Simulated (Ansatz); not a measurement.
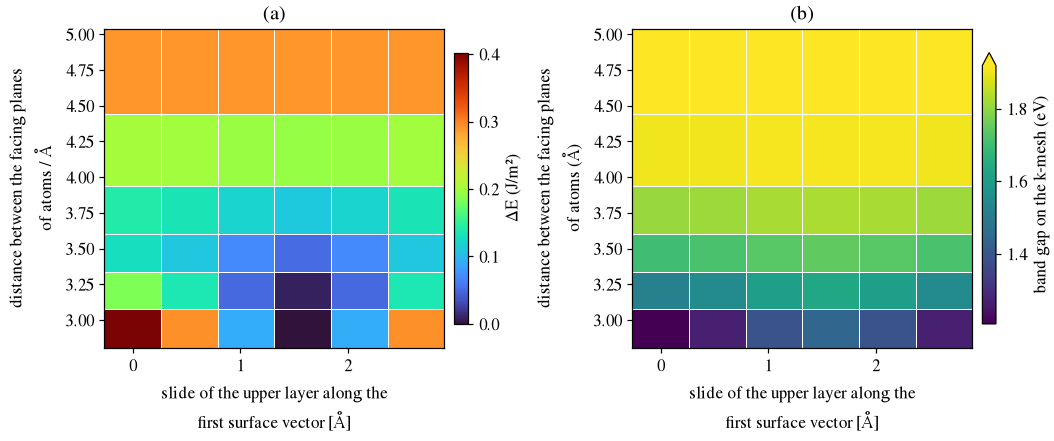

A bilayer of two WS₂ sheets (1H type) (6 atoms in the cell). The upper layer of a bilayer is slid along a line and lifted, both layers rigid. Coordinates scanned: (1) slide of the upper layer along the first surface vector, from S4 above S3; (2) distance between the facing planes of atoms. Grid: 6 × 6 points; 24 points were computed and 12 follow by symmetry. Points are written as (first, second). All energies are given in J/m² relative to the lowest grid point. Method: DFT PBE+D3(BJ), scalar-relativistic, plane waves, PAW in Ansatz. Settings: cutoff 420 eV, k-mesh 9×9×1, gaussian smearing 0.05 eV, no spin polarisation.

Panel (a) is the energy; panel (b) is the computed band gap on the k-mesh, in eV.

In the figure: one coloured cell a grid point.

Question: How does the band gap on the k-mesh vary over the map, and what is it at the lowest grid point?

Answer: It runs from 1.21 eV at (0.00 Å, 2.94 Å) to 1.92 eV at (1.58 Å, 4.74 Å). At the lowest grid point, (1.58 Å, 2.94 Å), it is 1.44 eV. That point lies on the edge of the scan.

PAW datasets: the set soft_1.
